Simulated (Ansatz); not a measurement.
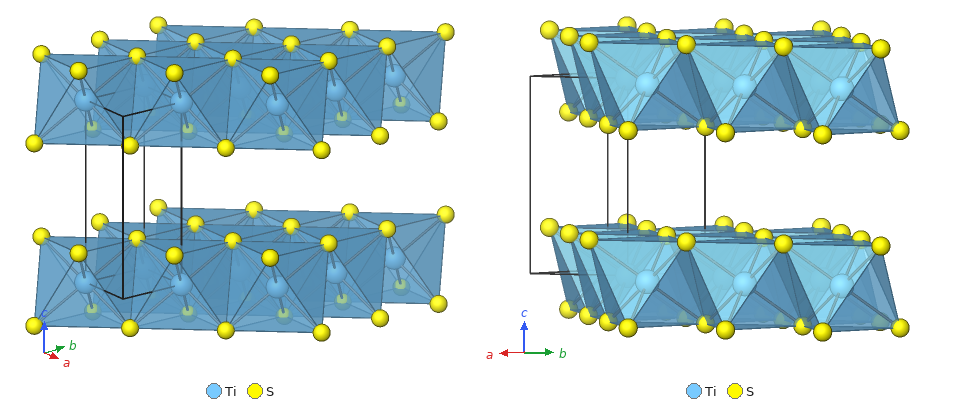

Polyhedra are drawn about Ti (bonds: S–Ti below 2.7 Å); other atoms are plain spheres. Two views of the same piece.

System TiS2 (space group P-3m1, No. 164); source of the atomic positions: the end point of a relaxation with DFT PBE, scalar-relativistic, plane waves, PAW (Ansatz 0.2.0).

What figure surrounds each Ti atom, and what does it share with the other drawn polyhedra?

Answer. Ti: TiS6 octahedron, sharing edges with six neighbours.

How do these polyhedra hang together as a whole?

Answer. They form layers of edge-sharing octahedra parallel to (001).

How far apart are the centres of linked polyhedra?

Answer. Centre to centre across a shared edge: 3.41 Å.
